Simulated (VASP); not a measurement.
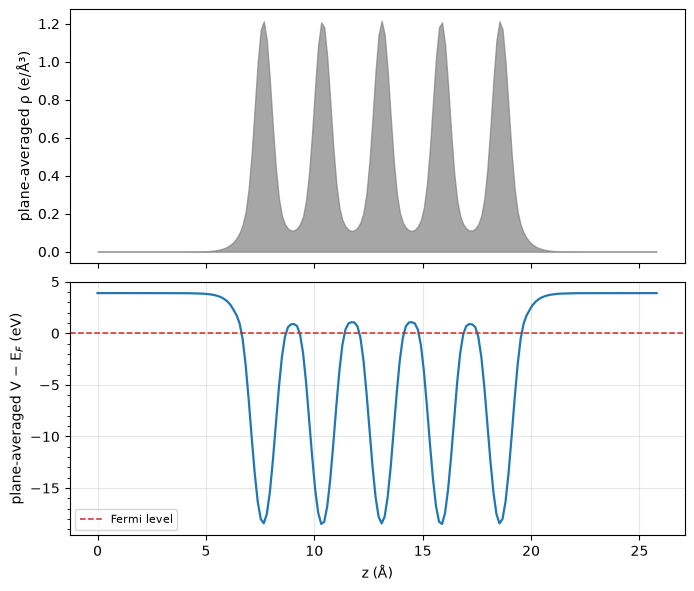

In (slab). Plane average of the electrostatic potential energy of an electron and of the valence electron density across the slab.

All numbers below come from Kohn-Sham DFT of a periodic cell, PBE, VASP PAW PBE potentials, recommended in VASP 6.6.1.

The density is the valence pseudo-density of a PAW calculation; it isn't the true density close to the nuclei.

> How far above the Fermi level of the calculation is the vacuum level?

3.9 eV.

> How thick is the slab, and how wide the vacuum?

The outermost nuclei are 10.9 Å apart, in 5 atomic planes; the vacuum between periodic images is 15.0 Å wide.
